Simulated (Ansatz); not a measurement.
# Al(111) / 1 layer Rh(111) / Al(111): resistance against film thickness

Aim: what a thin film of another metal adds to the resistance, first Al(111) / 1 layer Rh(111) / Al(111).

Calculated with Ansatz 0.2.0; Ansatz plane-wave DFT, PBE, PAW files; ballistic transport by layer matching (Landauer), zero bias.

### 1. The structure

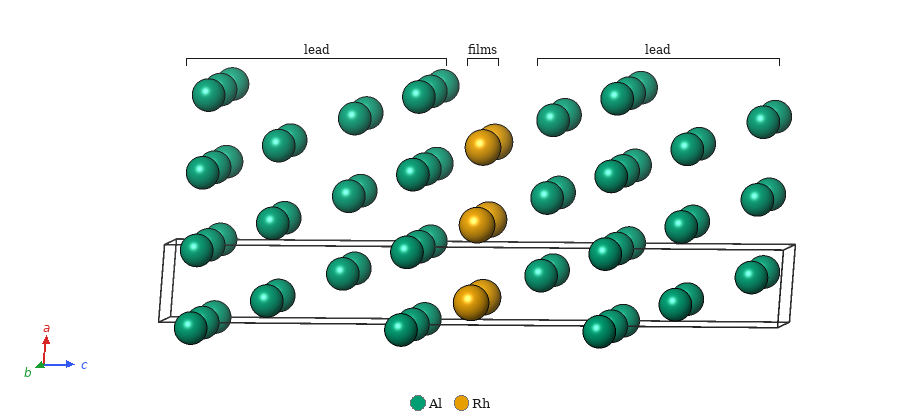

The cell as given, from the side, with the c axis across the page (aluminium teal, rhodium orange). 3×2×1 cells are drawn. Some periodic images of atoms are drawn too.

The cell holds 9 atoms: 8 Al and 1 Rh. Cell: a = 2.862 Å, b = 2.862 Å, c = 20.635 Å, α = 90.0°, β = 90.0°, γ = 120.0°. It derives from Al and Rh. Regions: lead, 8 atoms (8 Al); films, 1 atom (1 Rh). The structure is stacked along c, and the current runs across the ab planes.

Structure file:

```cif
data_structure
_symmetry_space_group_name_H-M 'P 1'
_symmetry_Int_Tables_number 1
_cell_length_a 2.8623
_cell_length_b 2.8623
_cell_length_c 20.6349
_cell_angle_alpha 90.000
_cell_angle_beta 90.000
_cell_angle_gamma 120.000
_cell_volume 146.41
loop_
_atom_site_label
_atom_site_type_symbol
_atom_site_fract_x
_atom_site_fract_y
_atom_site_fract_z
_atom_site_occupancy
Al1 Al 0.00000 0.00000 0.05663 1
Al2 Al 0.33333 0.66667 0.16989 1
Al3 Al 0.66667 0.33333 0.28315 1
Al4 Al 0.00000 0.00000 0.39641 1
Rh5 Rh 0.33333 0.66667 0.50000 1
Al6 Al 0.66667 0.33333 0.60359 1
Al7 Al 0.00000 0.00000 0.71685 1
Al8 Al 0.33333 0.66667 0.83011 1
Al9 Al 0.66667 0.33333 0.94337 1
```

### 2. With 1 layer

The film is laid into the lead at the lead's in-plane lattice, and the cell closes on the lead's own image. The mesh across the current, 30×30, is finer than the density's, because channels open and close sharply across the zone. Energies from -1 to 1 eV in steps of 0.036 eV cover the slope of the Fermi function at 300 K, so the program can form a conductance.

input.yaml

```yaml
crystal:
  lattice:
    - [2.862347037, 0.0, 0.0]
    - [-1.4311735185, 2.4788652485, 0.0]
    - [0.0, 0.0, 20.634880835]
  atoms:
    - { symbol: Al, position: [0.0, 0.0, 0.0566297569] }
    - { symbol: Al, position: [0.3333333333, 0.6666666667, 0.1698892706] }
    - { symbol: Al, position: [0.6666666667, 0.3333333333, 0.2831487843] }
    - { symbol: Al, position: [0.0, 0.0, 0.396408298] }
    - { symbol: Rh, position: [0.3333333333, 0.6666666667, 0.5] }
    - { symbol: Al, position: [0.6666666667, 0.3333333333, 0.603591702] }
    - { symbol: Al, position: [0.0, 0.0, 0.7168512157] }
    - { symbol: Al, position: [0.3333333333, 0.6666666667, 0.8301107294] }
    - { symbol: Al, position: [0.6666666667, 0.3333333333, 0.9433702431] }
kpoints:
  mp_grid: { grid: [15, 15, 2] }
hamiltonian:
  xc: pbe
scf:
  occupations: { method: fermi_dirac, width: 0.1 }
output:
  transmission: { leads: [[0, 1]], kmesh: [30, 30], e_range: [-1.0, 1.0], de: 0.036 }
  write_potential: true
  write_density: true
  volumetric_format: npy
  elf: true
```

Started as:

```
$ ansatz run input.yaml --threads 4 --pin off --max-ram 8192MiB --backend cpu --events-out ev --progress --plain --runs-dir out
```

Numbers of over 12 decimals in the logs are rounded to 6 here.

What it wrote:

```text
Engine: ansatz 0.2.0, aarch64-unknown-linux-gnu
Pseudopotentials: kind: paw
Pseudopotential: Al, paw, valence charge 3, recommended cutoff 420 eV (normal), Al.paw.azcp
Pseudopotential: Rh, paw, valence charge 17, recommended cutoff 420 eV (normal), Rh.paw.azcp
Functional definition: PBE
  parameter kappa = 0.804
  parameter beta = 0.066725
  exchange = pbe_x(kappa = kappa, mu = beta*pi^2/3)
  correlation = pbe_c(beta = beta)
Crystal: 9 atoms, lattice volume = 146.412 Å³
Basis set: ecut = 420 eV, 2853 PW (Γ)
Bands: 30, of which v1, the nominal top of the filled ones, is band 21 counted from 1 (20 counted from 0)
Symmetry: 12 space group operations
Space group: P-3m1 (ITA 164), of the structure as read, at distance tolerance 5.3e-5 Å
k-points: 54 of 450
Non-local potential: Al, projectors of the file, l = 0: 2, l = 1: 2, l = 2: 1
Non-local potential: Rh, projectors of the file, l = 0: 3, l = 1: 2, l = 2: 2, l = 3: 1
PAW form: soft (Blöchl's): semilocal exchange-correlation on the pseudo side does not see the compensation charge
PAW one-centre angular grid: Al, 110 points (default); XC on 64 Gauss nodes
PAW one-centre angular grid: Rh, 590 points (default); XC on 64 Gauss nodes
Initial density: superposition of atomic densities (neutral atoms: chi_scale 0, normalization atom), corrected by the library's trained network
Initial wavefunctions: pseudopotential atomic-orbital guess
Functional: x = pbe(κ = 0.804, μ = 0.219515), c = pbe(β = 0.066725)
SCF iter   1: F=—  HF=-10704.332463 eV  |F-HF|=—  |Δ(HF+E_count)|=         —  Δρ=7.54e-3  dr2=1.20e0  ethr=1.77e-3  ⟨swp⟩=7.0  Hψ=7959  notcnv=0  defer=3
preconditioner: auto → Kerker (q_TF=auto, 2.207 Å⁻¹)  [metal: Δε(μ)=0.018 eV  Ē_g=6.876 eV  σ=0.100 eV  W_gap=0.04  n_scr=14 (ndim 8)  ℏωp=17.6 eV  f_vac=0.000  D(μ)=3.80/eV (n_scr^D=14)]
SCF iter   2: F=—  HF=-10704.319285 eV  |F-HF|=—  |Δ(HF+E_count)|=   1.32e-2  Δρ=3.02e-3  dr2=3.64e-1  ethr=1.77e-3  ⟨swp⟩=1.0  Hψ=2052  notcnv=0  defer=3
SCF iter   3: F=—  HF=-10704.312454 eV  |F-HF|=—  |Δ(HF+E_count)|=   6.83e-3  Δρ=9.58e-4  dr2=3.85e-2  ethr=8.87e-4  ⟨swp⟩=1.0  Hψ=1560  notcnv=0  defer=5
SCF iter   4: F=—  HF=-10704.311648 eV  |F-HF|=—  |Δ(HF+E_count)|=   8.06e-4  Δρ=2.84e-4  dr2=4.90e-4  ethr=9.38e-5  ⟨swp⟩=1.0  Hψ=1560  notcnv=0  defer=5
SCF iter   5: F=—  HF=-10704.311628 eV  |F-HF|=—  |Δ(HF+E_count)|=   2.08e-5  Δρ=5.10e-5  dr2=5.03e-6  ethr=1.20e-6  ⟨swp⟩=1.0  Hψ=1561  notcnv=0  defer=5
SCF iter   6: F=—  HF=-10704.311628 eV  |F-HF|=—  |Δ(HF+E_count)|=   7.85e-7  Δρ=1.28e-5  dr2=3.53e-7  ethr=1.23e-8  ⟨swp⟩=1.8  Hψ=1986  notcnv=0  defer=6
SCF iter   7: F=-10704.311628 eV  HF=-10704.311628 eV  |F-HF|=1.52e-8  |Δ(HF+E_count)|=   3.35e-8  Δρ=2.71e-6  dr2=1.95e-8  ethr=2.44e-10  ⟨swp⟩=6.7  Hψ=4977  notcnv=0
SCF 1 converged in 7 iterations: F = -10704.311628 eV  dr2 = 1.95e-8
  greatest PAW one-centre occupation: 1.000 electrons in one spin orbital (limit 2), on the Rh atom at site 4 (counted from 0), in its partial waves of l = 0
transmission: 255 of 2548 steps passed
transmission: 515 of 2548 steps passed
[...]
transmission: 2548 of 2548 steps passed
SCF converged after 7 iterations
Free energy (F): -10704.311628 eV
Harris-Foulkes:  -10704.311628 eV  (|F-HF|=1.52e-8)
Internal energy: -10704.185758 eV  (E = F + TS)
E sigma→0 (E₀):  -10704.248693 eV
Entropy (-TS):   -0.125871 eV (-13.986 meV/atom)
Fermi energy:    9.180730 eV
--- Per-component energies (eV) ---
  E_band       = -186.412811
  E_kinetic    = 755.160330
  E_local      = -9678.930766  (includes V_loc(G=0)·N_el)
  E_nonlocal   = 437.021449
  E_hartree    = 4555.648845
  E_xc         = -539.412012
  E_vxc        = -509.756069  (∫ρ·V_xc dr)
  E_paw        = -7326.008008  (= ΣΔE_a)
  E_vpaw       = -301.192458  (= ΣTr[D̂ρ^β])
  E_aug_tail   = 0.000863  (compensation charges beyond the density's cutoff)
  E_ewald      = 1092.333542
  E_smearing   = -0.125871  (= −TS)
  E_closure    = -0.000000  (closes the sum)
  Σ components = -10704.311628   (vs F -10704.311628, Δ=0.00e0)
--- Band table (eV; the first three rows and the last of 54) ---
  k-point 0: bands = [... 17 lower, 7.9876, 8.3868, 8.3868, 10.5554, 11.6243, 14.6915, 15.7595, 18.9783, ... 5 higher]
  k-point 1: bands = [... 17 lower, 8.3868, 8.3868, 8.6519, 9.7281, 12.5768, 13.6435, 16.8568, 17.9341, ... 5 higher]
  k-point 2: bands = [... 17 lower, 8.0689, 8.3480, 8.3578, 10.7083, 11.7016, 14.7987, 15.8132, 17.8820, ... 5 higher]
  k-point 53: bands = [... 17 lower, 6.9743, 7.4956, 7.4956, 7.6357, 8.1515, 8.1515, 8.2167, 9.7983, ... 5 higher]
--- Transmission ---
  basis      : 61 plane waves across, 28 finite elements along
  points     : 91, standing for a mesh of 30 x 30
  filling    : by the input's occupations and mesh, since the crystals that have channels conduct as metals do. If one of these is a semiconductor, that mesh has misplaced its level
  energies   : 56 from -1.000000 to 0.980000 eV about the Fermi level, 0.036000 eV apart; the leads are filled to 0.000000 eV, and channels, transmission and decay are at 0.008000 eV
  crystal 0  : Al1, at the sites [0, 1], period 2.3371 Å, over 18.70 Å; its Hamiltonian steps by up to 9.1 meV
    offset         : up to 0.0000 Å between an atom of the period and one for which it stands
    filled         : 10.4 meV over the level at which it is neutral
    channels       : 1.354444e0 a spin
    conductance    : 1.4749e15 S/m² at 300 K; may be off by some 0.0 % by where its bands' edges are placed, 3.7 % from the k-mesh, 0.2 % from the distance to neutral
    slowest decay  : 0.0145 /Å at (0.3333, 0.3000)
  junction   : crystal 0 to crystal 0, 0.70 to 19.00 Å
    transmission   : 8.317122e-1 a spin
    conductance    : 9.1033e14 S/m² at 300 K (9.6109e14 on every other point, 9.0955e14 on every other energy)
    error estimate : 0.1 % from the energy spacing and 0.0 % from band edges of the leads and from resonances (wavevectors taken as independent; lower de), 4.5 % from the k-mesh, 2.2 % from the steps of its leads' Hamiltonians or their offsets (lay more layers), 0.3 % from the distance to neutral
    resistance     : 4.2048e-4 Ω µm² beyond half of each lead's own
```

It took 71 s on 4 threads of Arm Neoverse V1, shared host; peak memory 0.53 GiB; 4.3 min of CPU time.

The column dr2 measures how far the density is from self-consistency, as an energy; F and HF (Harris–Foulkes) agree once it is small.

This step gave:

```yaml
free_energy: -10704.3116 eV
energy_at_zero_smearing: -10704.2487 eV
fermi_energy: 9.181 eV
cell_area: 7.095 Å²
step_of_the_lead_s_potential: 9.1 meV
ballistic_conductance_of_the_lead: 1.47e15 S/m²
estimated_errors_of_the_lead_s_conductance: 0, 3.7, 0.2 % (band edges, k-mesh, distance from neutral)
lead_conductance_per_cell: 1.351 G₀
conductance_of_the_junction: 9.10e14 S/m²
junction_conductance_per_cell: 0.8336 G₀
estimated_errors_of_the_junction_s_conductance: 0.1, 0, 4.5, 2.2, 0.3 % (energy step, band edges, k-mesh, leads' steps, distance from neutral)
area_resistance_that_the_stack_adds_contact_term_taken_off_spin_by_spin: 0.4205 fΩ m²
```

Per spin. Transmission, zone mean against energy, zero at the Fermi level:

```
energy (eV)  transmission, zone mean
     -1.000                    0.972
     -0.892                     1.00
     -0.820                     1.01
     -0.784                    0.985
     -0.712                    0.983
     -0.604                    0.963
     -0.496                    0.897
     -0.388                    0.892
     -0.316                    0.873
     -0.208                    0.826
     -0.100                    0.812
      0.008                    0.832
      0.116                    0.851
      0.188                    0.848
      0.296                    0.890
      0.404                    0.884
      0.512                    0.932
      0.584                    0.966
      0.692                    0.958
      0.800                    0.956
      0.908                    0.977
```

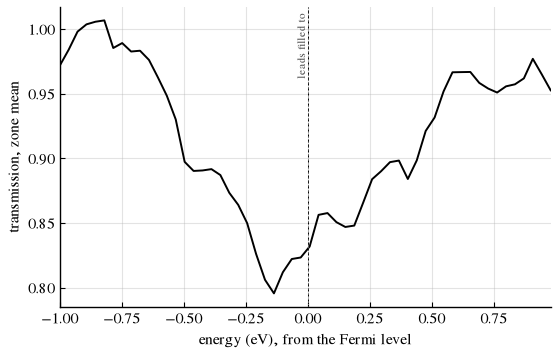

Transmission, zone mean, plotted against energy.

Per spin. The open channels, zone mean, lead by energy, zero at the Fermi level:

```
energy (eV)  open channels, zone mean, lead
     -1.000                            1.24
     -0.892                            1.27
     -0.784                            1.25
     -0.712                            1.27
     -0.604                            1.29
     -0.496                            1.25
     -0.388                            1.25
     -0.316                            1.27
     -0.208                            1.29
     -0.100                            1.33
      0.008                            1.35
      0.116                            1.39
      0.188                            1.43
      0.296                            1.44
      0.404                            1.43
      0.512                            1.47
      0.584                            1.51
      0.692                            1.47
      0.800                            1.52
      0.908                            1.53
```

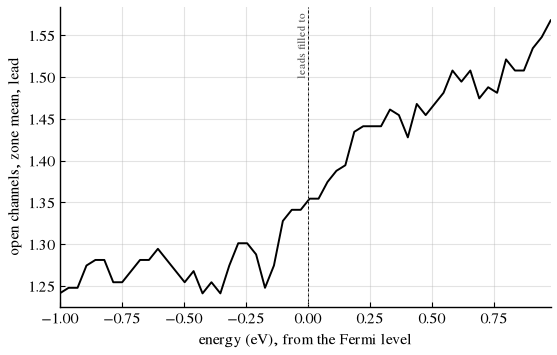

Open channels, zone mean, lead against energy.

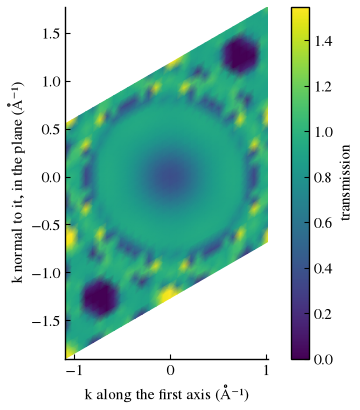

Transmission over k1 and k2. At 0.0080 eV from the Fermi level.

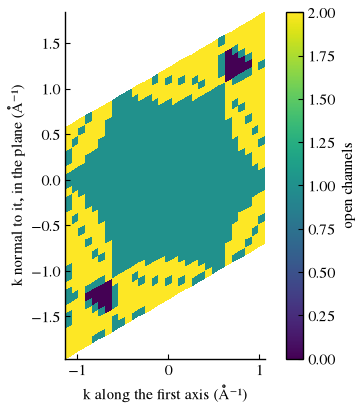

Open channels over k1 and k2. At 0.0080 eV from the Fermi level.

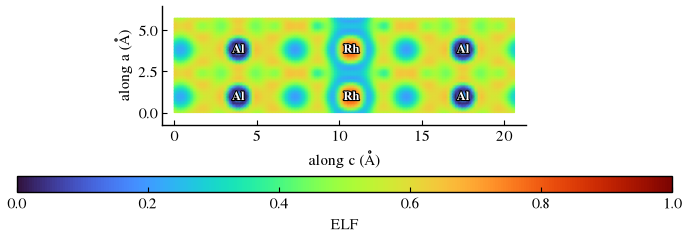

ELF in the ca plane at fractional y = 0.667, with atoms of Al and Rh within 0.2 Å of it. It is the smooth field of the valence electrons, not physical close to the nuclei.

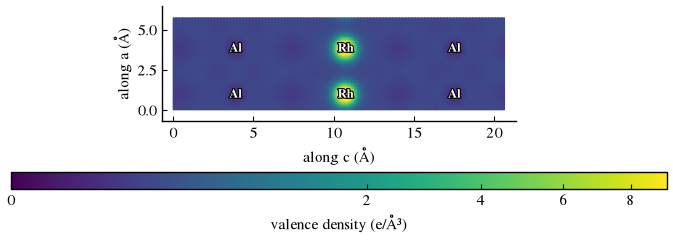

Valence density in the ca plane at fractional y = 0.667, with atoms of Al and Rh within 0.2 Å of it. It is the smooth field of the valence electrons, not physical close to the nuclei. The colour scale is stretched toward low values.

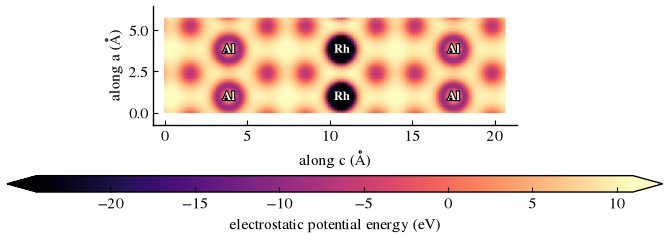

Electrostatic potential energy in the ca plane at fractional y = 0.667, with atoms of Al and Rh within 0.2 Å of it. With pseudopotentials it is smooth inside the atoms' cores, unlike the true potential.

The lead's potential steps by 9.1 meV from period to period, small in itself. The program estimates the junction's conductance to 4.5 % from the k-mesh, 0.3 % from the leads' distance from neutral and 2.2 % from their steps.

By hand: 1/G − 1/G_lead = 1/0.9103 − 1/1.475 = 0.420 fΩ m² with G in 10¹⁵ S/m².

### 3. With 3 layers, k-mesh 15×15×1, film layers 3

The stack now holds 3 film layers; the k-mesh follows the cell, and the energies span -0.27 to 0.27 eV.

System of this step: Al(111) / 3 layers Rh(111) / Al(111). The cell holds 11 atoms: 8 Al and 3 Rh. Cell: a = 2.862 Å, b = 2.862 Å, c = 24.567 Å, α = 86.7°, β = 93.3°, γ = 120.0°. It derives from Al and Rh. Regions: lead, 8 atoms (8 Al); films, 3 atoms (3 Rh). The structure is stacked along c, and the current runs across the ab planes.

input.yaml

```yaml
crystal:
  lattice:
    - [2.862347037, 0.0, 0.0]
    - [-1.4311735185, 2.4788652485, 0.0]
    - [-1.4311735185, 0.8262884162, 24.5110973982]
  atoms:
    - { symbol: Al, position: [0.015891418, 0.984108582, 0.0476742541] }
    - { symbol: Al, position: [0.3810075874, 0.6189924126, 0.1430227622] }
    - { symbol: Al, position: [0.7461237568, 0.2538762432, 0.2383712703] }
    - { symbol: Al, position: [0.1112399261, 0.8887600739, 0.3337197784] }
    - { symbol: Rh, position: [0.4736431183, 0.5263568817, 0.420929355] }
    - { symbol: Rh, position: [0.8333333333, 0.1666666667, 0.5] }
    - { symbol: Rh, position: [0.1930235483, 0.8069764517, 0.579070645] }
    - { symbol: Al, position: [0.5554267405, 0.4445732595, 0.6662802216] }
    - { symbol: Al, position: [0.9205429099, 0.0794570901, 0.7616287297] }
    - { symbol: Al, position: [0.2856590793, 0.7143409207, 0.8569772378] }
    - { symbol: Al, position: [0.6507752486, 0.3492247514, 0.9523257459] }
kpoints:
  mp_grid: { grid: [15, 15, 1] }
hamiltonian:
  xc: pbe
scf:
  occupations: { method: fermi_dirac, width: 0.1 }
output:
  transmission:
    leads: [[0, 1]]
    kmesh: [30, 30]
    e_range: [-0.27, 0.27]
    de: 0.036
  write_potential: true
  write_density: true
  volumetric_format: npy
```

What it wrote:

```text
[...]
--- Transmission ---
  basis      : 61 plane waves across, 35 finite elements along
  points     : 241, standing for a mesh of 30 x 30
[...]
filled         : 20.3 meV over the level at which it is neutral
    channels       : 1.354444e0 a spin
[...]
slowest decay  : 0.0619 /Å at (0.4000, 0.3000)
  junction   : crystal 0 to crystal 0, 0.70 to 22.87 Å
    transmission   : 6.013267e-1 a spin
[...]
resistance     : 8.3822e-4 Ω µm² beyond half of each lead's own
[key lines of the parts left out:]
SCF converged after 8 iterations
Free energy (F): -23509.341114 eV
Fermi energy:    11.293442 eV
```

It took 1.7 min on 4 threads; peak memory 0.74 GiB.

This step gave:

| Item | Value |
| --- | --- |
| free energy | -23509.3411 eV |
| energy at zero smearing | -23509.2205 eV |
| Fermi energy | 11.29 eV |
| step of the lead's potential | 8.6 meV |
| ballistic conductance of the lead | 1.48e15 S/m² |
| estimated errors of the lead's conductance | 0, 3.8, 0.4 % (band edges, k-mesh, distance from neutral) |
| lead conductance per cell | 1.353 G₀ |
| conductance of the junction | 6.60e14 S/m² |
| junction conductance per cell | 0.6044 G₀ |
| estimated errors of the junction's conductance | 0.2, 0, 5, 6.3, 0.8 % (energy step, band edges, k-mesh, leads' steps, distance from neutral) |
| area resistance that the stack adds (contact term taken off, spin by spin) | 0.8382 fΩ m² |

Per spin. Table of transmission, zone mean by energy, zero at the Fermi level:

```
energy (eV)  transmission, zone mean
     -0.270                    0.590
     -0.234                    0.572
     -0.198                    0.565
     -0.162                    0.586
     -0.126                    0.584
     -0.090                    0.588
     -0.054                    0.604
     -0.018                    0.590
      0.018                    0.601
      0.054                    0.626
      0.090                    0.657
      0.126                    0.669
      0.162                    0.706
      0.198                    0.738
      0.234                    0.751
      0.270                    0.725
```

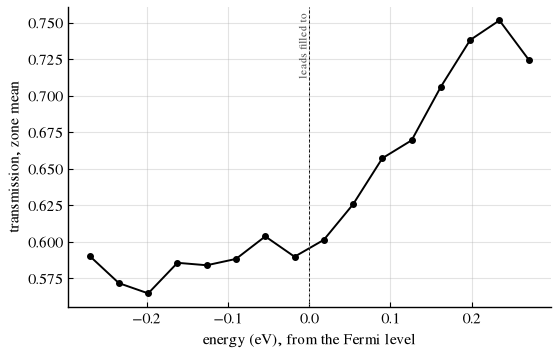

Transmission, zone mean against energy.

The conductance of the junction is 6.6e14 S/m², 27 % under the 9.1e14 S/m² of the last finished run.

[end of part 1 of 2]

[Logs are printed without paths, hosts, clocks, repeated set-up lines and the standing remarks that a program may print on its own settings, such as how far it seeks lower states.]

[Hosts, paths, dates, database ids (printed as entryN), source tags and the programs' standing remarks are cut or masked in the printed files.]
